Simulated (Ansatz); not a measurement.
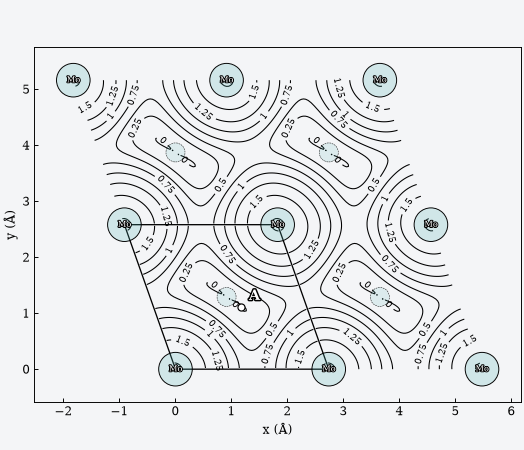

S on a Mo(110) slab cut from the Im-3m phase, its upper half relaxed before the scan (12 atoms of substrate and one adsorbate in a 2 × 2 cell). S is moved over the surface cell; relaxed at each place: the height of the adsorbate's atoms; substrate rigid; the origin of the map has the adsorbate above Mo9. Places are given modulo a cell vector. The map is drawn in real space over the plane of the surface. The grid has 6 × 6 points; 13 points were computed and 23 follow by symmetry. Places are given in fractions of the 1 × 1 surface cell. All energies are given in eV relative to the lowest grid point. Computed with DFT PBE, scalar-relativistic, plane waves, PAW (Ansatz). Settings: cutoff 420 eV, k-mesh 5×5×1, gaussian smearing 0.1 eV, no spin polarisation.

Drawn: contour lines labelled in eV (none above 1.75), labelled circles for the atoms of the top layer and small ones for the second layer, the outline of one cell of the 2 × 2 shown, the point A. Between grid points the surface is interpolated.

**What is the easiest way out of the well at A, and how high is the barrier?**

The easiest path leads from the well at about (0.57, 0.43) of the cell vectors to its copy one period on. Its highest point lies about 0.62 eV above the bottom of the first well on the interpolated surface, at a bridge site between two Mo atoms, (3/6, 0/6) of the cell vectors. This is the barrier on the constrained surface; relaxing the other coordinates would change it.

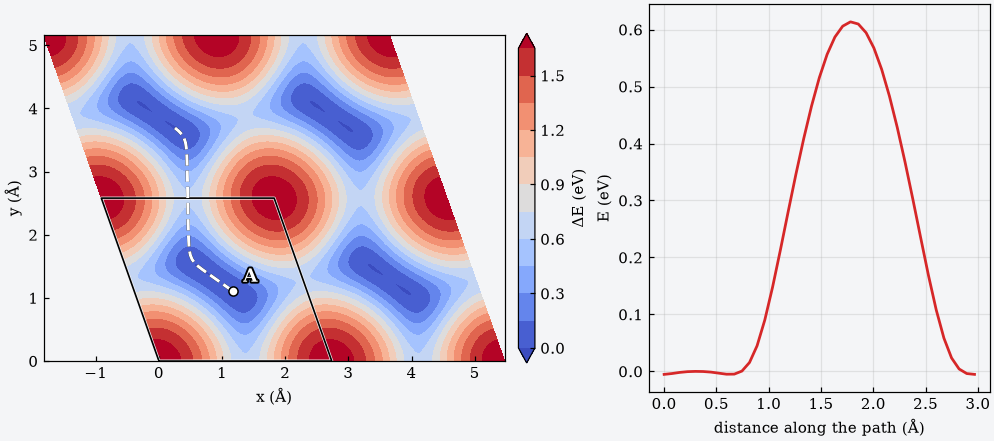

Drawn: filled contours, a line along the lowest path, the outline of one cell of the 2 × 2 shown, one colour for all values above the top of the scale, the energy along the path at the right. Between grid points the surface is interpolated.

PAW datasets: the set soft_1.
